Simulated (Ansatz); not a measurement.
Geometry relaxation of Si₅C (part 1 of 3)

System: Si₅C (P-62m, 6 atoms in the cell).
Method: DFT PBE, scalar-relativistic, plane waves, PAW, no spin polarisation (Ansatz 0.2.0).

The structure was made by a generator, so it may or may not be a known phase.

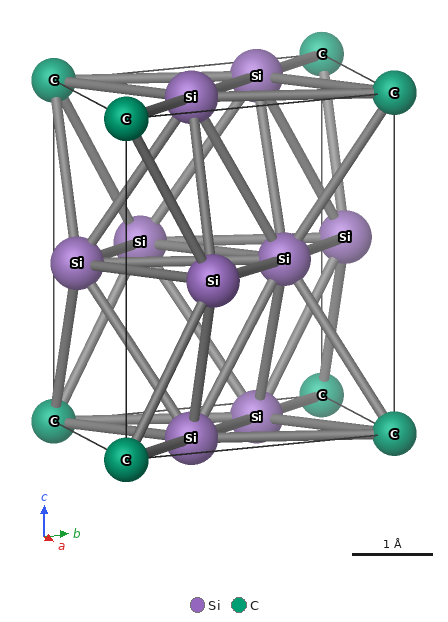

The structure as given in the input (ball-and-stick view of the cell of the calculation, seen slightly off an axis). An atom can appear more than once, as a periodic image. Near neighbours in the periodic cell (some may lie outside the picture): Si has 3 C at 2.61 Å and 9 Si at 2.61 to 2.65 Å; Si has 2 C at 2.61 Å and 10 Si at 2.54 to 2.65 Å; C has 12 Si at 2.61 Å.

### The input
```yaml
crystal:
  lattice:
    - [4.529042336, 0.0, 0.0]
    - [-2.264521168, 3.9222657178, 0.0]
    - [0.0, 0.0, 4.33049956]
  atoms:
    - { symbol: Si, position: [0.3333333333, 0.6666666667, 0.0] }
    - { symbol: Si, position: [0.6666666667, 0.3333333333, 0.0] }
    - { symbol: Si, position: [0.6765835668, 0.6765835668, 0.5] }
    - { symbol: Si, position: [0.3234164332, 0.0, 0.5] }
    - { symbol: Si, position: [0.0, 0.3234164332, 0.5] }
    - { symbol: C, position: [0.0, 0.0, 0.0] }
basis:
  ecutwfc: 420
kpoints:
  mp_grid: { grid: [12, 12, 10] }
hamiltonian:
  xc: pbe
scf:
  occupations: { method: gaussian, width: 0.1 }
output:
  forces: true
  stress: true
  eigenvalues: true
  write_density: true
  write_potential: true
  elf: true
  volumetric_format: npy
relax:
  adjacent_minimum: "off"
  f_tol: 0.01
  max_steps: 80
  cell: { stress_tol: 0.05 }
```

Run as:
```bash
ansatz run input.yaml --threads 1 --pin off --max-ram 2560MiB --backend cpu --events-out ev --progress --plain --runs-dir out
```

### The program's output
```
Engine: ansatz 0.2.0, x86_64-unknown-linux-gnu
Pseudopotentials: kind: paw
Pseudopotential: Si, paw, valence charge 4, recommended cutoff 420 eV (normal), Si.paw.azcp
Pseudopotential: C, paw, valence charge 4, recommended cutoff 420 eV (normal), C.paw.azcp
Functional definition: PBE
  parameter kappa = 0.804
  parameter beta = 0.06672455060314922
  exchange = pbe_x(kappa = kappa, mu = beta*pi^2/3)
  correlation = pbe_c(beta = beta)
Crystal: 6 atoms, lattice volume = 76.927 Å³
Basis set: ecut = 420 eV, 1509 PW (Γ), exchange–correlation on 64×64×60 points (8 copies of the dense FFT grid, shifted against one another)
Bands: 18, of which v1, the nominal top of the filled ones, is band 12 counted from 1 (11 counted from 0)
Symmetry: 12 space group operations
Space group: P-62m (ITA 189), of the structure as read, at distance tolerance 4.3e-5 Å
k-points: 114 of 1440 (time reversal used)
Non-local potential: Si, projectors of the file, l = 0: 2, l = 1: 2, l = 2: 2
Non-local potential: C, projectors of the file, l = 0: 2, l = 1: 2, l = 2: 1
PAW form: soft (Blöchl's): semilocal exchange-correlation on the pseudo side does not see the compensation charge
PAW one-centre angular grid: Si, 110 points (default); XC on 64 Gauss nodes
PAW one-centre angular grid: C, 110 points (default); XC on 64 Gauss nodes
Initial density: superposition of atomic densities (neutral atoms: chi_scale 0, normalization atom), corrected by the library's trained network
Initial wavefunctions: pseudopotential atomic-orbital guess
Functional: x = pbe(κ = 0.804, μ = 0.2195149727645171), c = pbe(β = 0.06672455060314922)
SCF iter   1: F=—  HF=-3423.370711 eV  |F-HF|=—  |Δ(HF+E_count)|=         —  Δρ=3.76e-3  dr2=7.72e-3  ethr=1.77e-3  ⟨swp⟩=6.3  Hψ=12046  notcnv=0
preconditioner: auto → Kerker (q_TF=auto, 2.247 Å⁻¹)  [metal: Δε(μ)=0.004 eV  Ē_g=8.250 eV  σ=0.100 eV  W_gap=0.02  n_scr=20 (ndim 8)  ℏωp=20.7 eV  f_vac=0.000  D(μ)=2.95/eV (n_scr^D=20)]
SCF iter   2: F=—  HF=-3423.371215 eV  |F-HF|=—  |Δ(HF+E_count)|=   5.04e-4  Δρ=2.21e-3  dr2=2.74e-3  ethr=3.22e-5  ⟨swp⟩=1.4  Hψ=3299  notcnv=0
SCF iter   3: F=—  HF=-3423.371240 eV  |F-HF|=—  |Δ(HF+E_count)|=   2.49e-5  Δρ=1.92e-4  dr2=3.73e-5  ethr=1.14e-5  ⟨swp⟩=2.2  Hψ=3315  notcnv=0
SCF iter   4: F=—  HF=-3423.371258 eV  |F-HF|=—  |Δ(HF+E_count)|=   1.75e-5  Δρ=7.84e-5  dr2=5.89e-6  ethr=1.55e-7  ⟨swp⟩=1.0  Hψ=1943  notcnv=0
iter 5 did not close the SCF: its close was put off for the readings that it lacked (scf_convergence_deferred on its scf_iter line)
SCF iter   5: F=-3423.371257 eV  HF=-3423.371257 eV  |F-HF|=6.34e-9  |Δ(HF+E_count)|=   5.29e-7  Δρ=9.34e-6  dr2=5.03e-8  ethr=2.45e-8  ⟨swp⟩=2.0  Hψ=2588  notcnv=0
SCF iter   6: F=-3423.371257 eV  HF=-3423.371257 eV  |F-HF|=2.47e-10  |Δ(HF+E_count)|=   1.99e-9  Δρ=9.51e-7  dr2=7.14e-10  ethr=2.10e-10  ⟨swp⟩=7.5  Hψ=13408  notcnv=0
SCF 1 converged in 6 iterations: F = -3423.371257 eV  dr2 = 7.14e-10
  greatest PAW one-centre occupation: 0.725 electrons in one spin orbital (limit 2), on the C atom at site 5 (counted from 0), in its partial waves of l = 0
relax step   1: F+E_penalty+E_count = -3423.37125711 eV  Δ(F+E_penalty+E_count) = +0.000e0 eV  max|allowed force component| = 5.842e-2 eV/Å  Δτ_max = 0.0000 Å  P = +0.144 GPa  Ω = 76.927 Å³  (6 SCF iters, dr2 threshold 1.00e-7 eV, accepted)
Crystal: 6 atoms, lattice volume = 77.020 Å³
Initial density: handed on by an earlier stage of this run
Initial wavefunctions: those handed on with the density
iter 1 solved again at ethr=7.55e-7 eV; its pass at ethr=3.10e-3 eV (dr2=1.81e-4 eV) is discarded
SCF iter   1: F=—  HF=-3423.372559 eV  |F-HF|=—  |Δ(HF+E_count)|=         —  Δρ=3.79e-4  dr2=2.01e-4  ethr=7.55e-7  ⟨swp⟩=2.6  Hψ=12986  notcnv=0
preconditioner: auto → Kerker (q_TF=auto, 2.246 Å⁻¹)  [metal: Δε(μ)=0.013 eV  Ē_g=8.243 eV  σ=0.100 eV  W_gap=0.07  n_scr=20 (ndim 8)  ℏωp=20.7 eV  f_vac=0.000  D(μ)=2.95/eV (n_scr^D=20)]
SCF iter   2: F=—  HF=-3423.372538 eV  |F-HF|=—  |Δ(HF+E_count)|=   2.07e-5  Δρ=2.13e-4  dr2=6.09e-5  ethr=7.55e-7  ⟨swp⟩=1.0  Hψ=2052  notcnv=0
iter 3 did not close the SCF: its close was put off for the readings that it lacked (scf_convergence_deferred on its scf_iter line)
SCF iter   3: F=-3423.372519 eV  HF=-3423.372519 eV  |F-HF|=9.56e-8  |Δ(HF+E_count)|=   1.90e-5  Δρ=1.95e-5  dr2=2.60e-7  ethr=2.54e-7  ⟨swp⟩=2.7  Hψ=3282  notcnv=0
iter 4 did not close the SCF: its close was put off for the readings that it lacked (scf_convergence_deferred on its scf_iter line)
SCF iter   4: F=-3423.372519 eV  HF=-3423.372519 eV  |F-HF|=3.46e-9  |Δ(HF+E_count)|=   3.98e-8  Δρ=3.00e-6  dr2=6.95e-9  ethr=1.08e-9  ⟨swp⟩=2.5  Hψ=3460  notcnv=0
iter 5 did not close the SCF: its close was put off for the readings that it lacked (scf_convergence_deferred on its scf_iter line)
SCF iter   5: F=-3423.372519 eV  HF=-3423.372519 eV  |F-HF|=9.55e-12  |Δ(HF+E_count)|=   1.43e-9  Δρ=2.64e-7  dr2=4.01e-11  ethr=2.90e-11  ⟨swp⟩=2.6  Hψ=3328  notcnv=0
SCF iter   6: F=-3423.372519 eV  HF=-3423.372519 eV  |F-HF|=0.00e0  |Δ(HF+E_count)|=  1.36e-12  Δρ=3.81e-8  dr2=1.11e-12  ethr=1.00e-12  ⟨swp⟩=4.0  Hψ=8735  notcnv=0
SCF 2 converged in 6 iterations: F = -3423.372519 eV  dr2 = 1.11e-12
relax step   2: F+E_penalty+E_count = -3423.37251892 eV  Δ(F+E_penalty+E_count) = -1.262e-3 eV  max|allowed force component| = 2.933e-2 eV/Å  Δτ_max = 0.0020 Å  P = +0.028 GPa  Ω = 77.020 Å³  energy of the carried Pulay correction = -4.943e-5 eV  (6 SCF iters, dr2 threshold 6.00e-7 eV, accepted)
Crystal: 6 atoms, lattice volume = 77.060 Å³
Basis set: ecut = 420 eV, 1521 PW (Γ), exchange–correlation on 64×64×60 points (8 copies of the dense FFT grid, shifted against one another)
iter 1 solved again at ethr=6.67e-7 eV; its pass at ethr=3.10e-3 eV (dr2=1.60e-4 eV) is discarded
SCF iter   1: F=—  HF=-3423.374492 eV  |F-HF|=—  |Δ(HF+E_count)|=         —  Δρ=4.11e-4  dr2=1.84e-4  ethr=6.67e-7  ⟨swp⟩=2.6  Hψ=12994  notcnv=0
preconditioner: auto → Kerker (q_TF=auto, 2.246 Å⁻¹)  [metal: Δε(μ)=0.009 eV  Ē_g=8.243 eV  σ=0.100 eV  W_gap=0.05  n_scr=20 (ndim 8)  ℏωp=20.7 eV  f_vac=0.000  D(μ)=2.86/eV (n_scr^D=20)]
SCF iter   2: F=—  HF=-3423.374477 eV  |F-HF|=—  |Δ(HF+E_count)|=   1.46e-5  Δρ=2.39e-4  dr2=6.07e-5  ethr=6.67e-7  ⟨swp⟩=1.0  Hψ=2052  notcnv=0
iter 3 did not close the SCF: its close was put off for the readings that it lacked (scf_convergence_deferred on its scf_iter line)
SCF iter   3: F=-3423.374459 eV  HF=-3423.374459 eV  |F-HF|=5.36e-8  |Δ(HF+E_count)|=   1.86e-5  Δρ=1.67e-5  dr2=1.77e-7  ethr=2.53e-7  ⟨swp⟩=2.5  Hψ=3296  notcnv=0
iter 4 did not close the SCF: its close was put off for the readings that it lacked (scf_convergence_deferred on its scf_iter line)
SCF iter   4: F=-3423.374459 eV  HF=-3423.374459 eV  |F-HF|=1.14e-9  |Δ(HF+E_count)|=   1.81e-8  Δρ=2.22e-6  dr2=3.29e-9  ethr=7.37e-10  ⟨swp⟩=2.5  Hψ=3421  notcnv=0
iter 5 did not close the SCF: its close was put off for the readings that it lacked (scf_convergence_deferred on its scf_iter line)
SCF iter   5: F=-3423.374459 eV  HF=-3423.374459 eV  |F-HF|=1.36e-11  |Δ(HF+E_count)|=  2.36e-10  Δρ=2.76e-7  dr2=5.00e-11  ethr=1.37e-11  ⟨swp⟩=2.4  Hψ=3333  notcnv=0
SCF iter   6: F=-3423.374459 eV  HF=-3423.374459 eV  |F-HF|=9.09e-13  |Δ(HF+E_count)|=  9.09e-13  Δρ=3.63e-8  dr2=8.58e-13  ethr=1.00e-12  ⟨swp⟩=4.0  Hψ=8759  notcnv=0
SCF 3 converged in 6 iterations: F = -3423.374459 eV  dr2 = 8.58e-13
relax step   3: F+E_penalty+E_count = -3423.37445867 eV  Δ(F+E_penalty+E_count) = -1.940e-3 eV  max|allowed force component| = 9.302e-3 eV/Å  Δτ_max = 0.0005 Å  P = -0.017 GPa  Ω = 77.060 Å³  energy of the carried Pulay correction = -7.087e-5 eV  (6 SCF iters, dr2 threshold 6.00e-7 eV, accepted)
Crystal: 6 atoms, lattice volume = 77.187 Å³
Basis set: ecut = 420 eV, 1533 PW (Γ), exchange–correlation on 64×64×60 points (8 copies of the dense FFT grid, shifted against one another)
iter 1 solved again at ethr=1.38e-5 eV; its pass at ethr=3.10e-3 eV (dr2=3.32e-3 eV) is discarded
SCF iter   1: F=—  HF=-3423.385490 eV  |F-HF|=—  |Δ(HF+E_count)|=         —  Δρ=1.74e-3  dr2=3.43e-3  ethr=1.38e-5  ⟨swp⟩=1.1  Hψ=13853  notcnv=0
preconditioner: auto → Kerker (q_TF=auto, 2.246 Å⁻¹)  [metal: Δε(μ)=0.012 eV  Ē_g=8.240 eV  σ=0.100 eV  W_gap=0.07  n_scr=20 (ndim 8)  ℏωp=20.7 eV  f_vac=0.000  D(μ)=2.65/eV (n_scr^D=20)]
SCF iter   2: F=—  HF=-3423.384775 eV  |F-HF|=—  |Δ(HF+E_count)|=   7.15e-4  Δρ=1.03e-3  dr2=1.18e-3  ethr=1.38e-5  ⟨swp⟩=1.0  Hψ=2052  notcnv=0
SCF iter   3: F=—  HF=-3423.384411 eV  |F-HF|=—  |Δ(HF+E_count)|=   3.64e-4  Δρ=7.14e-5  dr2=3.78e-6  ethr=4.92e-6  ⟨swp⟩=2.6  Hψ=3322  notcnv=0
SCF iter   4: F=—  HF=-3423.384444 eV  |F-HF|=—  |Δ(HF+E_count)|=   3.29e-5  Δρ=1.11e-5  dr2=9.74e-8  ethr=1.58e-8  ⟨swp⟩=2.3  Hψ=3400  notcnv=0
iter 5 did not close the SCF: its close was put off for the readings that it lacked (scf_convergence_deferred on its scf_iter line)
SCF iter   5: F=-3423.384444 eV  HF=-3423.384444 eV  |F-HF|=1.44e-10  |Δ(HF+E_count)|=   1.90e-8  Δρ=1.48e-6  dr2=1.29e-9  ethr=4.06e-10  ⟨swp⟩=2.4  Hψ=3359  notcnv=0
SCF iter   6: F=-3423.384444 eV  HF=-3423.384444 eV  |F-HF|=9.09e-13  |Δ(HF+E_count)|=  2.82e-11  Δρ=1.51e-7  dr2=1.40e-11  ethr=5.39e-12  ⟨swp⟩=4.1  Hψ=10140  notcnv=0
the search or the solves at the SCF's close seem to have found levels that the self-consistency loop had missed (the run counts 1). By its estimate they hold under 1e-12 electrons; where the run keeps them, the occupations were computed again with them
SCF 4 converged in 6 iterations: F = -3423.384444 eV  dr2 = 1.40e-11
  greatest PAW one-centre occupation: 0.726 electrons in one spin orbital (limit 2), on the C atom at site 5 (counted from 0), in its partial waves of l = 0
relax step   4: F+E_penalty+E_count = -3423.38444372 eV  Δ(F+E_penalty+E_count) = -9.985e-3 eV  max|allowed force component| = 9.175e-2 eV/Å  Δτ_max = 0.0022 Å  P = -0.030 GPa  Ω = 77.187 Å³  energy of the carried Pulay correction = -1.382e-4 eV  (6 SCF iters, dr2 threshold 6.00e-7 eV, accepted)
Crystal: 6 atoms, lattice volume = 77.191 Å³
Basis set: ecut = 420 eV, 1545 PW (Γ), exchange–correlation on 64×64×60 points (8 copies of the dense FFT grid, shifted against one another)
iter 1 solved again at ethr=1.43e-4 eV; its pass at ethr=3.10e-3 eV (dr2=3.43e-2 eV) is discarded
SCF iter   1: F=—  HF=-3423.383944 eV  |F-HF|=—  |Δ(HF+E_count)|=         —  Δρ=5.66e-3  dr2=3.44e-2  ethr=1.43e-4  ⟨swp⟩=1.0  Hψ=15002  notcnv=0
preconditioner: auto → Kerker (q_TF=auto, 2.246 Å⁻¹)  [metal: Δε(μ)=0.004 eV  Ē_g=8.276 eV  σ=0.100 eV  W_gap=0.03  n_scr=20 (ndim 8)  ℏωp=20.7 eV  f_vac=0.000  D(μ)=1.83/eV (n_scr^D=8)]
SCF iter   2: F=—  HF=-3423.376898 eV  |F-HF|=—  |Δ(HF+E_count)|=   7.05e-3  Δρ=3.43e-3  dr2=1.24e-2  ethr=1.43e-4  ⟨swp⟩=1.0  Hψ=2052  notcnv=0
SCF iter   3: F=—  HF=-3423.373014 eV  |F-HF|=—  |Δ(HF+E_count)|=   3.88e-3  Δρ=2.17e-4  dr2=3.24e-5  ethr=5.15e-5  ⟨swp⟩=2.4  Hψ=3344  notcnv=0
SCF iter   4: F=—  HF=-3423.373108 eV  |F-HF|=—  |Δ(HF+E_count)|=   9.43e-5  Δρ=4.14e-5  dr2=1.26e-6  ethr=1.35e-7  ⟨swp⟩=2.5  Hψ=3431  notcnv=0
iter 5 did not close the SCF: its close was put off for the readings that it lacked (scf_convergence_deferred on its scf_iter line)
SCF iter   5: F=-3423.373108 eV  HF=-3423.373108 eV  |F-HF|=5.61e-9  |Δ(HF+E_count)|=   6.46e-8  Δρ=7.21e-6  dr2=3.57e-8  ethr=5.27e-9  ⟨swp⟩=2.1  Hψ=3393  notcnv=0
SCF iter   6: F=-3423.373108 eV  HF=-3423.373108 eV  |F-HF|=9.46e-11  |Δ(HF+E_count)|=  1.82e-10  Δρ=9.24e-7  dr2=5.84e-10  ethr=1.49e-10  ⟨swp⟩=5.4  Hψ=11654  notcnv=0
SCF 5 converged in 6 iterations: F = -3423.373108 eV  dr2 = 5.84e-10
relax step   5: F+E_penalty+E_count = -3423.37310797 eV  Δ(F+E_penalty+E_count) = +1.134e-2 eV  max|allowed force component| = 9.842e-2 eV/Å  Δτ_max = 0.0381 Å  P = +0.642 GPa  Ω = 77.191 Å³  energy of the carried Pulay correction = -1.407e-4 eV  (6 SCF iters, dr2 threshold 6.00e-7 eV, rejected (line search))
Crystal: 6 atoms, lattice volume = 76.976 Å³
iter 1 solved again at ethr=4.29e-4 eV; its pass at ethr=3.10e-3 eV (dr2=1.03e-1 eV) is discarded
SCF iter   1: F=—  HF=-3423.310739 eV  |F-HF|=—  |Δ(HF+E_count)|=         —  Δρ=8.47e-3  dr2=9.98e-2  ethr=4.29e-4  ⟨swp⟩=1.0  Hψ=15197  notcnv=0
preconditioner: auto → Kerker (q_TF=auto, 2.247 Å⁻¹)  [metal: Δε(μ)=0.019 eV  Ē_g=8.257 eV  σ=0.100 eV  W_gap=0.11  n_scr=20 (ndim 8)  ℏωp=20.7 eV  f_vac=0.000  D(μ)=2.33/eV (n_scr^D=20)]
SCF iter   2: F=—  HF=-3423.290589 eV  |F-HF|=—  |Δ(HF+E_count)|=   2.02e-2  Δρ=4.93e-3  dr2=3.27e-2  ethr=4.16e-4  ⟨swp⟩=1.0  Hψ=2052  notcnv=0
SCF iter   3: F=—  HF=-3423.280767 eV  |F-HF|=—  |Δ(HF+E_count)|=   9.82e-3  Δρ=4.50e-4  dr2=1.37e-4  ethr=1.36e-4  ⟨swp⟩=2.6  Hψ=3258  notcnv=0
SCF iter   4: F=—  HF=-3423.280763 eV  |F-HF|=—  |Δ(HF+E_count)|=   4.25e-6  Δρ=6.15e-5  dr2=2.54e-6  ethr=5.72e-7  ⟨swp⟩=2.4  Hψ=3312  notcnv=0
SCF iter   5: F=—  HF=-3423.280756 eV  |F-HF|=—  |Δ(HF+E_count)|=   7.00e-6  Δρ=9.56e-6  dr2=5.61e-8  ethr=1.06e-8  ⟨swp⟩=2.3  Hψ=3406  notcnv=0
SCF iter   6: F=—  HF=-3423.280756 eV  |F-HF|=—  |Δ(HF+E_count)|=   2.26e-9  Δρ=1.18e-6  dr2=8.48e-10  ethr=2.34e-10  ⟨swp⟩=2.2  Hψ=3237  notcnv=0
SCF iter   7: F=-3423.280756 eV  HF=-3423.280756 eV  |F-HF|=2.27e-12  |Δ(HF+E_count)|=  1.26e-10  Δρ=1.49e-7  dr2=1.56e-11  ethr=1.00e-12  ⟨swp⟩=6.9  Hψ=10709  notcnv=0
SCF 6 converged in 7 iterations: F = -3423.280756 eV  dr2 = 1.56e-11
  greatest PAW one-centre occupation: 0.727 electrons in one spin orbital (limit 2), on the C atom at site 5 (counted from 0), in its partial waves of l = 0
relax step   6: F+E_penalty+E_count = -3423.28075554 eV  Δ(F+E_penalty+E_count) = +1.037e-1 eV  max|allowed force component| = 7.158e-1 eV/Å  Δτ_max = 0.0957 Å  P = +0.516 GPa  Ω = 76.976 Å³  energy of the carried Pulay correction = -2.580e-5 eV  (7 SCF iters, rejected (line search))
Crystal: 6 atoms, lattice volume = 77.364 Å³
iter 1 solved again at ethr=3.43e-4 eV; its pass at ethr=3.10e-3 eV (dr2=8.22e-2 eV) is discarded
```
